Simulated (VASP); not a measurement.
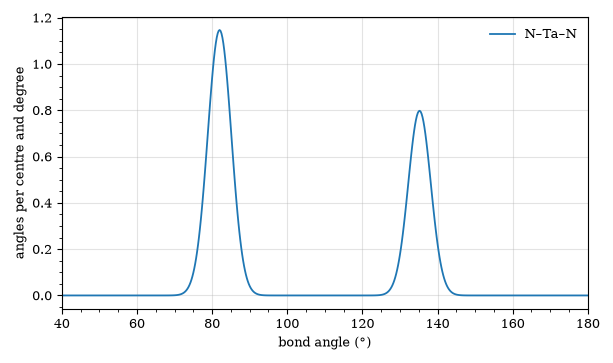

Bond-angle distributions computed from the structure of TaN; each angle is a Gaussian of σ = 3.0°. Bonds counted: N–Ta up to 2.85 Å. It is based on an entry of the Crystallography Open Database, as set up for an electronic-structure calculation.

Give the groups of angles for each curve.

Answer. N–Ta–N: 81–83° (9 per centre); 135° (6 per centre)

The structure has space group P-6m2 (No. 187); other forms of this composition would give other results.
